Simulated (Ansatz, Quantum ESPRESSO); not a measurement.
# Ballistic transmission: 1 layers of Mo in Au(111), on the host's sites, part 2 of 3

Aim: the zero-bias transmission with pwcond for this junction: 1 layers of Mo in Au(111), on the host's sites.

Quantum ESPRESSO 7.5; plane-wave DFT, PBE, JTH PAW pseudopotentials; cross-check by Ansatz 0.2.0 with PAW datasets.

So far. Step 2 (Ground state): The run needed 20 iterations to bring the estimated error under 1e-07 Ry; the largest force on any atom, held or free, is 0.07 eV/Å.

### Step 3. The open system

Level of this step: transmission by pwcond, lead and junction from one cell; plane-wave DFT, PBE, JTH PAW pseudopotentials (Quantum ESPRESSO).

prefixt takes both regions from one run: the lead from 0 to bdl, the scattering region from bdl to bds (units of alat). ikind = 1 puts the same lead on both sides. The program's T_tot counts both spins in a run without spin; the tables below give T per spin.

cond.in reads:

```
&inputcond
  outdir = './out'
  prefixt = 'scf'
  tran_file = 'cond.dat'
  bdl = 2.4494897436
  bds = 12.1415721716
  ikind = 1
  ewind = 4.0
  epsproj = 1e-05
  nz1 = 7
  energy0 = 0.4
  denergy = -0.4
/
10
  0.00000000 0.00000000 0.01562500
  0.00000000 0.12500000 0.09375000
  0.00000000 0.25000000 0.09375000
  0.00000000 0.37500000 0.09375000
  0.00000000 0.50000000 0.04687500
  0.12500000 0.25000000 0.09375000
  0.12500000 0.37500000 0.18750000
  0.12500000 0.50000000 0.18750000
  0.25000000 0.50000000 0.09375000
  0.25000000 0.62500000 0.09375000
3
```

Launch:

```console
> OMP_NUM_THREADS=1 mpirun -n 4 pwcond.x -in cond.in > cond.out
```

The program printed:

```text
[banner, memory and clock lines left out]
Program PWCOND v.7.5 starts

          URL

     ./out/scf.save/
     file Au.GGA_PBE-JTH.UPF: wavefunction(s)  6S 0S 6P 0P 5D 0D renormalized
     file Mo.GGA_PBE-JTH.UPF: wavefunction(s)  4S 5S 4P 0P 4D 0D renormalized

     IMPORTANT: XC functional enforced from input :
     Exchange-correlation= PBE
                           (   1   4   3   4   0   0   0)
     Any further DFT definition will be discarded
     Please, verify this is what you really want

     Reading collected, re-writing distributed wavefunctions

===== INPUT FILE containing all the regions =====

     GEOMETRY:

     lattice parameter (alat)  =       5.5721  a.u.
     the volume                =    1819.1367 (a.u.)^3
     the cross section         =      26.8887 (a.u.)^2
     l of the unit cell        =      12.1416 (alat)
     number of atoms/cell      =           15
     number of atomic types    =            2

     crystal axes: (cart. coord. in units of alat)
               a(1) = (  1.0000  0.0000  0.0000 )
               a(2) = (  0.5000  0.8660  0.0000 )
               a(3) = (  0.0000  0.0000 12.1416 )

   Cartesian axes

     site n.     atom                  positions (alat units)
          1        Au     tau(  1)=(  0.0000  0.0000 12.1416  )
          2        Au     tau(  2)=(  0.5000  0.2887  0.8165  )
          3        Au     tau(  3)=(  1.0000  0.5774  1.6330  )
          4        Au     tau(  4)=(  0.0000  0.0000  2.4495  )
          5        Au     tau(  5)=(  0.5000  0.2887  3.2660  )
          6        Au     tau(  6)=(  1.0000  0.5774  4.0825  )
          7        Mo     tau(  7)=(  0.0000  0.0000  4.8460  )
          8        Au     tau(  8)=(  0.5000  0.2887  5.6096  )
          9        Au     tau(  9)=(  1.0000  0.5774  6.4261  )
         10        Au     tau( 10)=(  0.0000  0.0000  7.2426  )
         11        Au     tau( 11)=(  0.5000  0.2887  8.0591  )
         12        Au     tau( 12)=(  1.0000  0.5774  8.8756  )
         13        Au     tau( 13)=(  0.0000  0.0000  9.6921  )
         14        Au     tau( 14)=(  0.5000  0.2887 10.5086  )
         15        Au     tau( 15)=(  1.0000  0.5774 11.3251  )

     nr1s                      =           24
     nr2s                      =           24
     nr3s                      =          300
     nr1sx                     =           24
     nr2sx                     =           24
     nr3sx                     =          300
     nr1                       =           36
     nr2                       =           36
     nr3                       =          432
     nr1x                      =           36
     nr2x                      =           36
     nr3x                      =          432

 _______________________________
  Radii of nonlocal spheres:

     type       ibeta     ang. mom.          radius (alat units)
       Au         1         0                    0.4551
       Au         2         0                    0.4551
       Au         3         1                    0.4551
       Au         4         1                    0.4551
       Au         5         2                    0.4551
       Au         6         2                    0.4551
       Mo         1         0                    0.3993
       Mo         2         0                    0.3993
       Mo         3         1                    0.3993
       Mo         4         1                    0.3993
       Mo         5         2                    0.3993
       Mo         6         2                    0.3993
----- General information -----

--- T calc. with identical leads (ikind=1) ---

     nrx                       =           24
     nry                       =           24
     nz1                       =            7

     energy0               =         4.0E-01
     denergy               =        -4.0E-01
     nenergy               =          3
     ecut2d                =         4.5E+01
     ewind                 =         4.0E+00
     epsproj               =         1.0E-05

     number of k_|| points=   10
                       cryst. coord.
        k(    1) = (   0.0000000   0.0000000), wk =   0.0156250
        k(    2) = (   0.0000000   0.1250000), wk =   0.0937500
        k(    3) = (   0.0000000   0.2500000), wk =   0.0937500
        k(    4) = (   0.0000000   0.3750000), wk =   0.0937500
        k(    5) = (   0.0000000   0.5000000), wk =   0.0468750
        k(    6) = (   0.1250000   0.2500000), wk =   0.0937500
        k(    7) = (   0.1250000   0.3750000), wk =   0.1875000
        k(    8) = (   0.1250000   0.5000000), wk =   0.1875000
        k(    9) = (   0.2500000   0.5000000), wk =   0.0937500
        k(   10) = (   0.2500000   0.6250000), wk =   0.0937500
----- Information about left/right lead -----

     nocros                   =           18
     noins                    =           36
     norb                     =           72
     norbf                    =          234
     nrz                      =           61

      iorb      type   ibeta   ang. mom.   m       position (alat)
        1        1       1        0        1   taunew(   1)=(  0.0000  0.0000  0.0000)
        2        1       2        0        1   taunew(   2)=(  0.0000  0.0000  0.0000)
        3        1       3        1        1   taunew(   3)=(  0.0000  0.0000  0.0000)
        4        1       3        1        2   taunew(   4)=(  0.0000  0.0000  0.0000)
        5        1       3        1        3   taunew(   5)=(  0.0000  0.0000  0.0000)
        6        1       4        1        1   taunew(   6)=(  0.0000  0.0000  0.0000)
        7        1       4        1        2   taunew(   7)=(  0.0000  0.0000  0.0000)
        8        1       4        1        3   taunew(   8)=(  0.0000  0.0000  0.0000)
        9        1       5        2        1   taunew(   9)=(  0.0000  0.0000  0.0000)
       10        1       5        2        2   taunew(  10)=(  0.0000  0.0000  0.0000)
       11        1       5        2        3   taunew(  11)=(  0.0000  0.0000  0.0000)
       12        1       5        2        4   taunew(  12)=(  0.0000  0.0000  0.0000)
       13        1       5        2        5   taunew(  13)=(  0.0000  0.0000  0.0000)
       14        1       6        2        1   taunew(  14)=(  0.0000  0.0000  0.0000)
       15        1       6        2        2   taunew(  15)=(  0.0000  0.0000  0.0000)
       16        1       6        2        3   taunew(  16)=(  0.0000  0.0000  0.0000)
       17        1       6        2        4   taunew(  17)=(  0.0000  0.0000  0.0000)
       18        1       6        2        5   taunew(  18)=(  0.0000  0.0000  0.0000)
       19        1       1        0        1   taunew(  19)=(  0.5000  0.2887  0.8165)
[...]
170        1       4        1        3   taunew( 170)=(  0.0000  0.0000  7.2426)
      171        1       5        2        1   taunew( 171)=(  0.0000  0.0000  7.2426)
      172        1       5        2        2   taunew( 172)=(  0.0000  0.0000  7.2426)
      173        1       5        2        3   taunew( 173)=(  0.0000  0.0000  7.2426)
      174        1       5        2        4   taunew( 174)=(  0.0000  0.0000  7.2426)
      175        1       5        2        5   taunew( 175)=(  0.0000  0.0000  7.2426)
      176        1       6        2        1   taunew( 176)=(  0.0000  0.0000  7.2426)
      177        1       6        2        2   taunew( 177)=(  0.0000  0.0000  7.2426)
      178        1       6        2        3   taunew( 178)=(  0.0000  0.0000  7.2426)
      179        1       6        2        4   taunew( 179)=(  0.0000  0.0000  7.2426)
      180        1       6        2        5   taunew( 180)=(  0.0000  0.0000  7.2426)
      181        1       1        0        1   taunew( 181)=(  0.5000  0.2887  8.0591)
      182        1       2        0        1   taunew( 182)=(  0.5000  0.2887  8.0591)
      183        1       3        1        1   taunew( 183)=(  0.5000  0.2887  8.0591)
      184        1       3        1        2   taunew( 184)=(  0.5000  0.2887  8.0591)
      185        1       3        1        3   taunew( 185)=(  0.5000  0.2887  8.0591)
      186        1       4        1        1   taunew( 186)=(  0.5000  0.2887  8.0591)
      187        1       4        1        2   taunew( 187)=(  0.5000  0.2887  8.0591)
      188        1       4        1        3   taunew( 188)=(  0.5000  0.2887  8.0591)
      189        1       5        2        1   taunew( 189)=(  0.5000  0.2887  8.0591)
      190        1       5        2        2   taunew( 190)=(  0.5000  0.2887  8.0591)
      191        1       5        2        3   taunew( 191)=(  0.5000  0.2887  8.0591)
      192        1       5        2        4   taunew( 192)=(  0.5000  0.2887  8.0591)
      193        1       5        2        5   taunew( 193)=(  0.5000  0.2887  8.0591)
      194        1       6        2        1   taunew( 194)=(  0.5000  0.2887  8.0591)
      195        1       6        2        2   taunew( 195)=(  0.5000  0.2887  8.0591)
      196        1       6        2        3   taunew( 196)=(  0.5000  0.2887  8.0591)
      197        1       6        2        4   taunew( 197)=(  0.5000  0.2887  8.0591)
      198        1       6        2        5   taunew( 198)=(  0.5000  0.2887  8.0591)
      199        1       1        0        1   taunew( 199)=(  1.0000  0.5774  8.8756)
      200        1       2        0        1   taunew( 200)=(  1.0000  0.5774  8.8756)
      201        1       3        1        1   taunew( 201)=(  1.0000  0.5774  8.8756)
      202        1       3        1        2   taunew( 202)=(  1.0000  0.5774  8.8756)
      203        1       3        1        3   taunew( 203)=(  1.0000  0.5774  8.8756)
      204        1       4        1        1   taunew( 204)=(  1.0000  0.5774  8.8756)
      205        1       4        1        2   taunew( 205)=(  1.0000  0.5774  8.8756)
      206        1       4        1        3   taunew( 206)=(  1.0000  0.5774  8.8756)
      207        1       5        2        1   taunew( 207)=(  1.0000  0.5774  8.8756)
      208        1       5        2        2   taunew( 208)=(  1.0000  0.5774  8.8756)
      209        1       5        2        3   taunew( 209)=(  1.0000  0.5774  8.8756)
      210        1       5        2        4   taunew( 210)=(  1.0000  0.5774  8.8756)
      211        1       5        2        5   taunew( 211)=(  1.0000  0.5774  8.8756)
      212        1       6        2        1   taunew( 212)=(  1.0000  0.5774  8.8756)
      213        1       6        2        2   taunew( 213)=(  1.0000  0.5774  8.8756)
      214        1       6        2        3   taunew( 214)=(  1.0000  0.5774  8.8756)
      215        1       6        2        4   taunew( 215)=(  1.0000  0.5774  8.8756)
      216        1       6        2        5   taunew( 216)=(  1.0000  0.5774  8.8756)
      217        1       1        0        1   taunew( 217)=(  0.0000  0.0000  9.6921)
      218        1       2        0        1   taunew( 218)=(  0.0000  0.0000  9.6921)
      219        1       3        1        1   taunew( 219)=(  0.0000  0.0000  9.6921)
      220        1       3        1        2   taunew( 220)=(  0.0000  0.0000  9.6921)
      221        1       3        1        3   taunew( 221)=(  0.0000  0.0000  9.6921)
      222        1       4        1        1   taunew( 222)=(  0.0000  0.0000  9.6921)
      223        1       4        1        2   taunew( 223)=(  0.0000  0.0000  9.6921)
      224        1       4        1        3   taunew( 224)=(  0.0000  0.0000  9.6921)
      225        1       5        2        1   taunew( 225)=(  0.0000  0.0000  9.6921)
      226        1       5        2        2   taunew( 226)=(  0.0000  0.0000  9.6921)
      227        1       5        2        3   taunew( 227)=(  0.0000  0.0000  9.6921)
      228        1       5        2        4   taunew( 228)=(  0.0000  0.0000  9.6921)
      229        1       5        2        5   taunew( 229)=(  0.0000  0.0000  9.6921)
      230        1       6        2        1   taunew( 230)=(  0.0000  0.0000  9.6921)
      231        1       6        2        2   taunew( 231)=(  0.0000  0.0000  9.6921)
      232        1       6        2        3   taunew( 232)=(  0.0000  0.0000  9.6921)
      233        1       6        2        4   taunew( 233)=(  0.0000  0.0000  9.6921)
      234        1       6        2        5   taunew( 234)=(  0.0000  0.0000  9.6921)
 ngper, shell number =           91          12
 ngper, n2d =           91          70
---  E-Ef =    0.4000000  k =    0.0000000   0.0000000
---  ie =          1  ik =          1
 Nchannels of the left tip =            0
 Right moving states:
   k1(2pi/a)   k2(2pi/a)   E-Ef (eV)
 Left moving states:
   k1(2pi/a)   k2(2pi/a)   E-Ef (eV)

 to transmit
          E-Ef(ev), T =    0.4000000   0.0000000
---  E-Ef =    0.0000000  k =    0.0000000   0.0000000
---  ie =          2  ik =          1
 Nchannels of the left tip =            0
 Right moving states:
   k1(2pi/a)   k2(2pi/a)   E-Ef (eV)
 Left moving states:
   k1(2pi/a)   k2(2pi/a)   E-Ef (eV)

 to transmit
          E-Ef(ev), T =    0.0000000   0.0000000
---  E-Ef =   -0.4000000  k =    0.0000000   0.0000000
---  ie =          3  ik =          1
 Nchannels of the left tip =            0
 Right moving states:
   k1(2pi/a)   k2(2pi/a)   E-Ef (eV)
 Left moving states:
   k1(2pi/a)   k2(2pi/a)   E-Ef (eV)

 to transmit
          E-Ef(ev), T =   -0.4000000   0.0000000
 ngper, shell number =           93          50
 ngper, n2d =           93          71
[... further energies and points left out ...]
---  E-Ef =    0.4000000  k =    0.2500000   0.6250000
---  ie =          1  ik =         10
 Nchannels of the left tip =            0
 Right moving states:
   k1(2pi/a)   k2(2pi/a)   E-Ef (eV)
 Left moving states:
   k1(2pi/a)   k2(2pi/a)   E-Ef (eV)

 to transmit
          E-Ef(ev), T =    0.4000000   0.0000000
---  E-Ef =    0.0000000  k =    0.2500000   0.6250000
---  ie =          2  ik =         10
 Nchannels of the left tip =            0
 Right moving states:
   k1(2pi/a)   k2(2pi/a)   E-Ef (eV)
 Left moving states:
   k1(2pi/a)   k2(2pi/a)   E-Ef (eV)

 to transmit
          E-Ef(ev), T =    0.0000000   0.0000000
---  E-Ef =   -0.4000000  k =    0.2500000   0.6250000
---  ie =          3  ik =         10
 Nchannels of the left tip =            0
 Right moving states:
   k1(2pi/a)   k2(2pi/a)   E-Ef (eV)
 Left moving states:
   k1(2pi/a)   k2(2pi/a)   E-Ef (eV)

 to transmit
          E-Ef(ev), T =   -0.4000000   0.0000000
   T_tot     0.40000      0.11024E+01
   T_tot     0.00000      0.13536E+01
   T_tot    -0.40000      0.74747E+00

Note: The following floating-point exceptions are signalling: IEEE_UNDERFLOW_FLAG
Note: The following floating-point exceptions are signalling: IEEE_UNDERFLOW_FLAG
Note: The following floating-point exceptions are signalling: IEEE_UNDERFLOW_FLAG
Note: The following floating-point exceptions are signalling: IEEE_UNDERFLOW_FLAG
```

Wall time 49 s (4 MPI ranks of Arm Neoverse V2, shared host); peak memory 0.3 GiB.

Numbers from this step:

* lead channels at the Fermi level, one spin: 0.8906
* transmission at the Fermi level, one spin: 0.6768
* conductance: 0.6768 G₀

Per spin; mean over the k mesh across the current. Table of open channels, zone mean by energy, zero at the Fermi level:

| energy (eV) | open channels, zone mean |
| --- | --- |
| -0.400 | 0.609 |
| 0.000 | 0.891 |
| 0.400 | 0.891 |

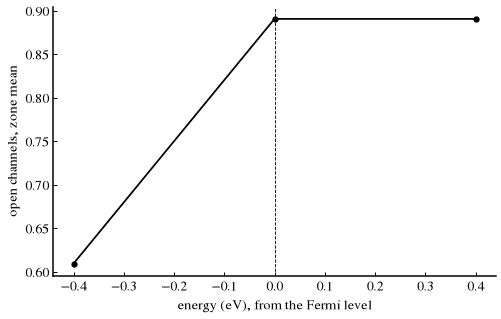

Open channels, zone mean against energy.

Per spin; mean over the k mesh across the current. The transmission, zone mean by energy, zero at the Fermi level:

| energy (eV) | transmission, zone mean |
| --- | --- |
| -0.400 | 0.374 |
| 0.000 | 0.677 |
| 0.400 | 0.551 |

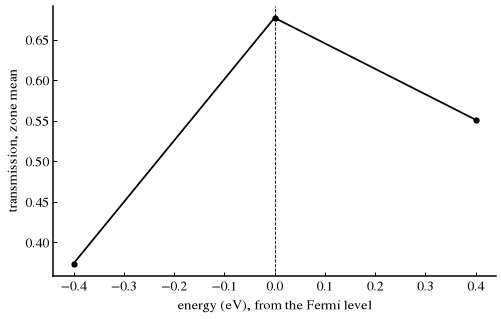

Transmission, zone mean, plotted against energy.

At 0.000 eV; k in fractions of b1, b2. Transmission by k point:

| k1 | k2 | weight | t | channels |
| --- | --- | --- | --- | --- |
| 0 | 0 | 0.01562 | 0 | 0 |
| 0 | 0.125 | 0.09375 | 0.09749 | 1 |
| 0 | 0.25 | 0.09375 | 0.8411 | 1 |
| 0 | 0.375 | 0.09375 | 0.8946 | 1 |
| 0 | 0.5 | 0.04688 | 0.8035 | 1 |
| 0.125 | 0.25 | 0.09375 | 0.1608 | 1 |
| 0.125 | 0.375 | 0.1875 | 0.9173 | 1 |
| 0.125 | 0.5 | 0.1875 | 0.9944 | 1 |
| 0.25 | 0.5 | 0.09375 | 0.9998 | 1 |
| 0.25 | 0.625 | 0.09375 | 0 | 0 |

The program's own clock; routines nest. Time by routine:

| routine | wall time (s) | calls |
| --- | --- | --- |
| PWCOND | 48.09 | 1 |
| scatter_forw | 40.29 | 60 |
| local | 2.96 | 10 |
| compbs | 2.39 | 30 |
| compbs_2 | 1.98 | 30 |
| init | 1.49 | 1 |
| poten | 0.06 | 1 |

The run is unpolarised; a magnetic state was not tried, may lie lower and would change T.

At no point does T exceed the number of channels.

(Continued in part 3 of 3.)

[Logs are printed without paths, hosts, clocks, repeated set-up lines and the standing remarks that a program may print on its own settings, such as how far it seeks lower states.]

[Hosts, paths, dates, database ids (printed as entryN), source tags and the programs' standing remarks are cut or masked in the printed files.]

[Maps of the electrostatic potential energy from Ansatz leave out the sawtooth potential of an applied field or a dipole correction, so their vacuum need not be flat; planar profiles and work functions include it.]
